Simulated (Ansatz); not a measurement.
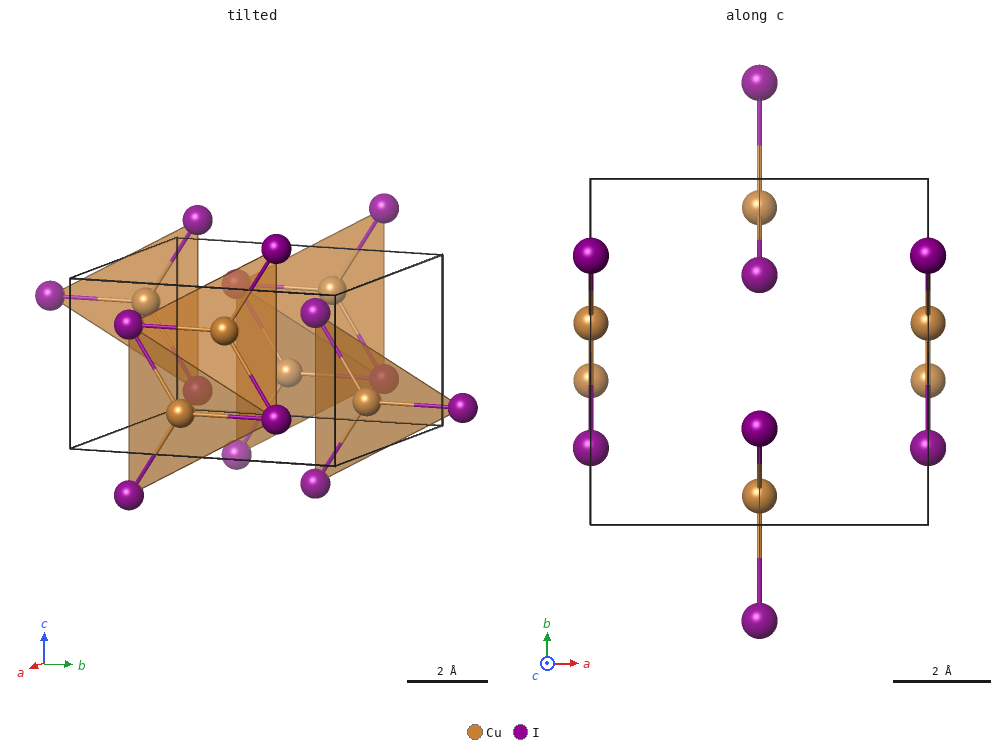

Polyhedral representation of a periodic structure, projected slightly off an axis and along the c axis. The conventional unit cell is outlined; an atom on or near a face, edge or corner is repeated at each equivalent position. Some atoms of the next cells are drawn as well.

CuI, space group Cmcm (No. 63), a = 7.007 Å, b = 7.186 Å, c = 4.322 Å, α = 90.00°, β = 90.00°, γ = 90.00°. The initial geometry was a structure listed in the Materials Project. Earlier steps of the study may have refined or changed the cell and positions. An electronic-structure calculation with Ansatz was run on it.

This one geometry was computed with Ansatz (DFT, plane waves, PAW) at six levels of theory: PBE with spin-orbit coupling, HSE06, PBE0, LDA, PBE and r2SCAN.

> Which level gives the highest pressure at this volume, and what does that say about its equilibrium volume?

Highest: PBE with spin-orbit coupling (2.3 GPa), HSE06 (2.2 GPa), PBE0 (2.1 GPa) and PBE (2.2 GPa), which points to the largest equilibrium volume. Lowest, with the smallest volume: LDA (-2.8 GPa). Levels within 0.5 GPa of each other can't be told apart.

> How does the band gap change with the level of theory?

LDA: a gap of 0.79 eV, direct; PBE with spin-orbit coupling: a gap of 0.90 eV, direct; PBE: a gap of 0.95 eV, direct; r2SCAN: a gap of 1.36 eV, direct; HSE06: a gap of 2.21 eV, direct; PBE0: a gap of 2.89 eV, direct.

> Collect the results in a table.

| level | cutoff (eV) | k-mesh of the run's cell | gap (eV) | pressure (GPa) |
| --- | --- | --- | --- | --- |
| PBE with spin-orbit coupling | 420 | 6×6×6 | 0.90 | 2.3 |
| HSE06 | 420 | 4×4×4 | 2.21 | 2.2 |
| PBE0 | 420 | 4×4×4 | 2.89 | 2.1 |
| LDA | 420 | 6×6×6 | 0.79 | -2.8 |
| PBE | 420 | 6×6×6 | 0.95 | 2.2 |
| r2SCAN | 500 | 6×6×6 | 1.36 | 1.0 |

Gaps are taken on the k-mesh or band path of each run.
